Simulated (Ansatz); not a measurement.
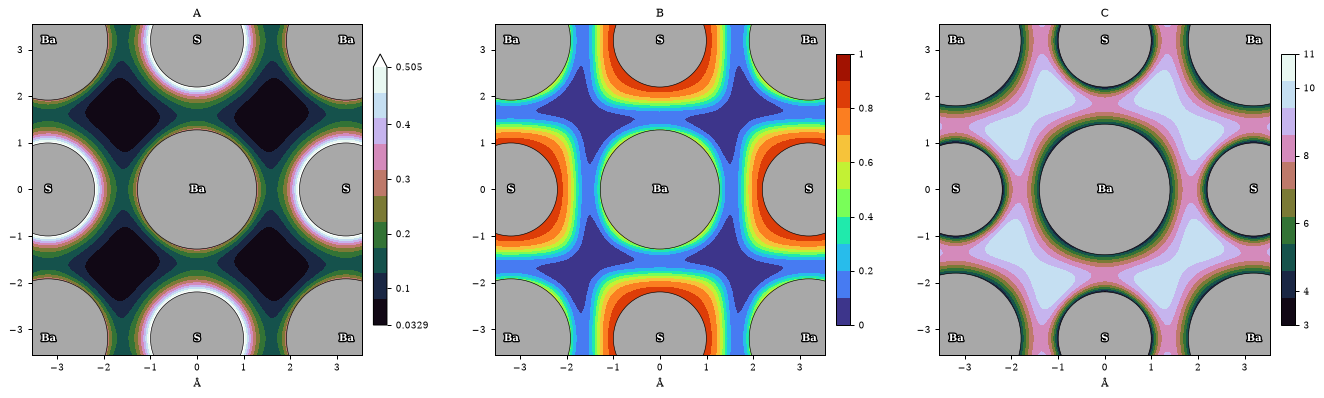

BaS: 3 fields on the (001) plane of the conventional cell, with unlabelled colour scales. Grey discs cover the atomic cores.

Space group Fm-3m; started from the rocksalt prototype.

All numbers below come from Ansatz, DFT PBEsol, spin-orbit coupling, plane waves, PAW.

### Which field does each panel show? The fields are: electron localisation function, electrostatic potential energy of an electron and valence pseudo-density.

Panel A: valence pseudo-density. Panel B: electron localisation function. Panel C: electrostatic potential energy of an electron (low next to the atoms, rising into the space between them). From the grid: Ba–S (3.19 Å): the density is about 0.16 e/Å³ at the midpoint; the ELF peaks at about 0.85 in the valence shell of S, 0.8 Å from its nucleus, and drops to about 0.15 between the two atoms; a closed-shell, largely ionic contact.
